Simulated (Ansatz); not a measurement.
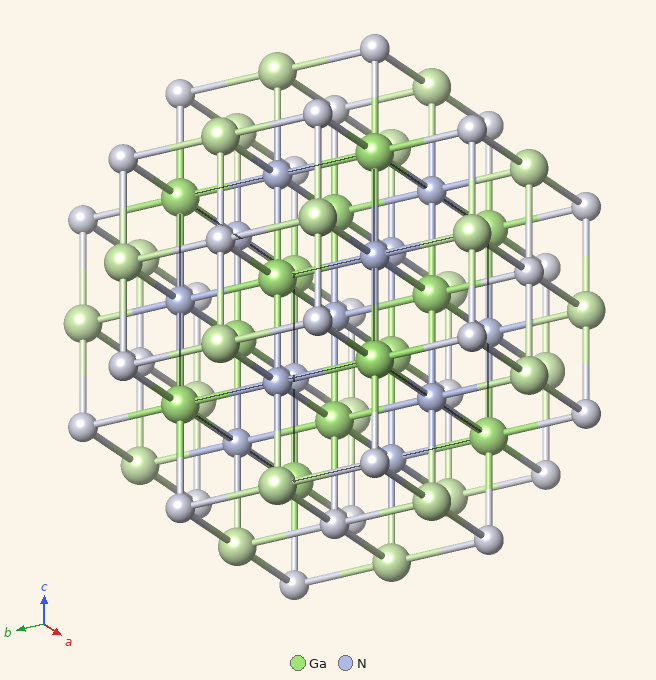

Ball-and-stick representation of a periodic structure, projected from a general direction. The edges of the conventional unit cell are marked. Atoms outside the box are added where they are bonded to one inside, in fainter colours.

GaN, space group Fm-3m (No. 225), a = 4.14 Å, b = 4.14 Å, c = 4.14 Å, α = 90.00°, β = 90.00°, γ = 90.00°.

Electronic-structure method: DFT r2SCAN, scalar-relativistic, plane waves, PAW in Ansatz. Parameters: a basis cut at 500 eV, k-points about 0.19 Å⁻¹ apart, Gaussian smearing of 0.05 eV, no spin polarisation.

What does the calculation say: metal or gapped?

A semiconductor at this level, with a gap of 1.54 eV on the k-mesh (the true edges may lie between mesh points, so the gap can be somewhat smaller).

Would the cell expand or shrink if it could?

The computed pressure is 14.4 GPa (compressed: it would expand).

It goes back to a structure listed in the Materials Project. The cell was then strained or its atoms displaced on purpose. A calculation with Ansatz used it as input.

At this level of theory the cell isn't at rest (compressed, at 14 GPa), so its distances can differ from those at equilibrium, the more so the softer the solid.
